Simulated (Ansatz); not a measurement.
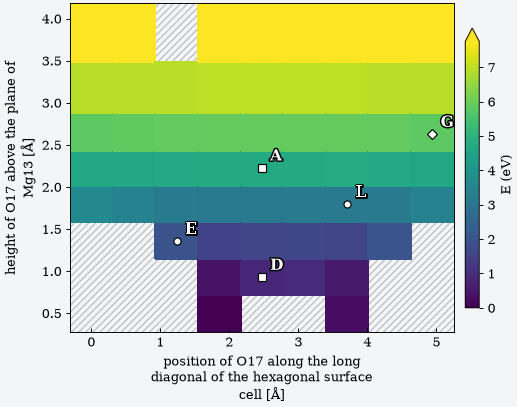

O on a Mg(001) slab cut from the P6_3/mmc phase, its upper half relaxed before the scan (16 atoms of substrate and one adsorbate in a 2 × 2 cell). O is moved along a line over the surface and along the normal, above a rigid substrate. Coordinates scanned: (1) position of O17 along the long diagonal of the hexagonal surface cell, from above Mg13; (2) height of O17 above the plane of Mg13. The grid has 9 × 8 points. At 16 points there is no value (left out of the scan, as a rule where atoms come close). Points are written as (first, second). All energies are given in eV relative to the lowest grid point. The runs have no spin polarisation, so an open-shell adsorbate far from the surface lies too high. Method: DFT PBE, scalar-relativistic, plane waves, PAW (Ansatz). Settings: cutoff 420 eV, k-mesh 6×6×1, gaussian smearing 0.1 eV, no spin polarisation.

Drawn: one coloured cell a grid point, one colour for all values above the top of the scale, hatched blanks where no value was computed, lettered points.

Is A the lowest point of the computed grid?

No. A lies 4.7 eV above the lowest grid point, which is at (1.85 Å, 0.49 Å) [nearest 3 Mg at 1.92 Å].

Rank the lettered points by energy, lowest first.

D (0.8 eV), E (2.0 eV), L (3.2 eV), A (4.7 eV), G (5.8 eV).
